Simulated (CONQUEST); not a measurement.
**Au: 7 runs along one coordinate**

System: Au (2 atoms in the cell).
Method: Kohn-Sham DFT of a periodic cell, LDA, PseudoDojo NC LDA, no spin polarisation (CONQUEST 1.3).

The 7 runs differ only in the geometry, by an even scaling of the cell at fixed fractional positions. The structure derives from an entry of the Crystallography Open Database.

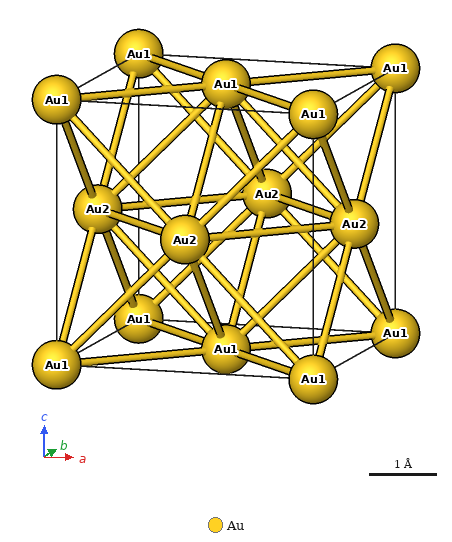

Figure 1. The structure of run 4 (ball-and-stick view of the cell 2 times as large as that of the calculation, set on its symmetry axes, seen slightly off an axis; atoms are numbered from 1 in the order of the input).

**Input of run 4**
```
IO.Title Au
IO.Coordinates coords.dat
IO.FractionalAtomicCoords T
IO.Iprint 2
IO.Iprint_init 1
General.NumberOfSpecies 1
General.PseudopotentialType hamann
AtomMove.TypeOfRun static
AtomMove.FullStress T
Grid.PointsAlongX 32
Grid.PointsAlongY 32
Grid.PointsAlongZ 40
DM.SolutionMethod diagon
Diag.MPMesh T
Diag.GammaCentred T
Diag.MPMeshX 9
Diag.MPMeshY 9
Diag.MPMeshZ 7
Diag.kT 0.00183747
minE.SCTolerance 1e-6
SC.MaxIters 100
IO.AtomChargeOutput T
%block ChemicalSpeciesLabel
1 196.970 Au
%endblock
```

Command:
```bash
Conquest
```

Lattice vectors (Å) and fractional positions of run 4:
```
   2.877925    0.000000    0.000000
   0.000000    2.877925    0.000000
   0.000000    0.000000    4.070000
Au  0.000000  0.000000  0.000000
Au  0.500000  0.500000  0.500000
```

Run 2 has the same physical settings and fractional positions; its lattice vectors (Å) are:
```
   2.839029    0.000000    0.000000
   0.000000    2.839029    0.000000
   0.000000    0.000000    4.014993
```

**Results, with one run withheld**

| run | volume per atom (Å³) | free energy per atom, from the lowest run given (meV) | pressure (GPa) |
| --- | --- | --- | --- |
| 1 | 15.843 | 25.91 | 11.28 |
| 2 | 16.181 | ? | ? |
| 3 | 16.518 | 0.00 | 1.11 |
| 4 | 16.855 | 1.00 | −2.06 |
| 5 | 17.192 | 8.60 | −5.35 |
| 6 | 17.529 | 23.27 | −8.48 |
| 7 | 17.866 | 44.01 | −10.99 |

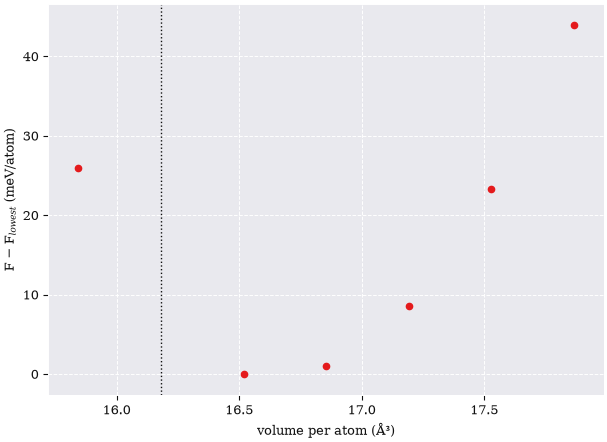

Figure 2. Free energy per atom of the runs given; the dotted line marks run 2.

Fit the runs given and predict run 2.

A cubic polynomial in V^(−2/3) (the Birch–Murnaghan form), fitted to the 6 runs given, misses them by at most 0.32 meV per atom. With x = V^(−2/3) − 0.15158 Å⁻², it reads F = 2.1202 − 3171 x + 9.2712e+05 x² + 3.0843e+06 x³ (meV per atom). At run 2 it gives 8.21 meV per atom, and the run itself gives 7.23. The slope of the fit gives a pressure −dF/dV of 6.00 GPa there, and the run prints 6.37 GPa. The two needn't agree exactly: the fit is approximate, and the printed stress is taken on a finite basis. The fit has its minimum at 16.664 Å³ per atom, where V d²F/dV² gives 189 GPa: the bulk modulus at this level, since symmetry fixes the shape and the positions. So low a polynomial doesn't follow these energies more closely.

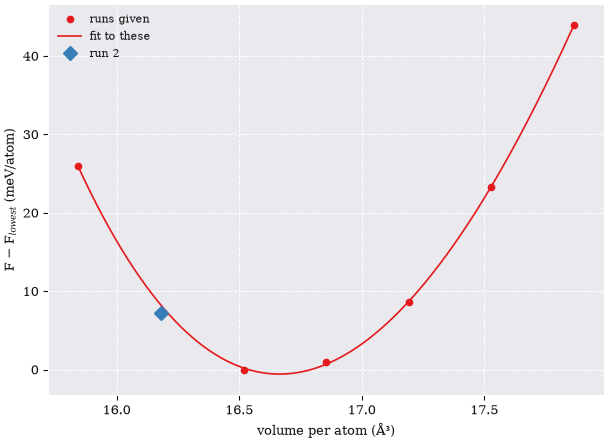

Figure 3. The fit and the withheld run.

**Some lines of the output (run 2)**
```
[...]
      Using Fermi-Dirac smearing
          Free Energy (E-TS)               :      -295.115104919957389 Ha
          DFT Total Energy                 :      -295.059101469600080 Ha
          Free Energy (E-TS)               :      -295.087676472266253 Ha
          DFT Total Energy                 :      -295.087053702139883 Ha
          Free Energy (E-TS)               :      -295.087397603807858 Ha
          DFT Total Energy                 :      -295.087098014572916 Ha
          Free Energy (E-TS)               :      -295.087331770290007 Ha
          DFT Total Energy                 :      -295.087104455187841 Ha
          Free Energy (E-TS)               :      -295.087331867738726 Ha
          DFT Total Energy                 :      -295.087104580840162 Ha
      | Free Energy as E-TS      =      -295.087331867738726 Ha
      |* DFT total energy        =      -295.087104580840162 Ha
    force: Average pressure:      6.36542980 GPa
```

Notes: Spin–orbit coupling is left out, which matters for Au. With a small basis of atomic orbitals these values can differ much from converged plane-wave results.
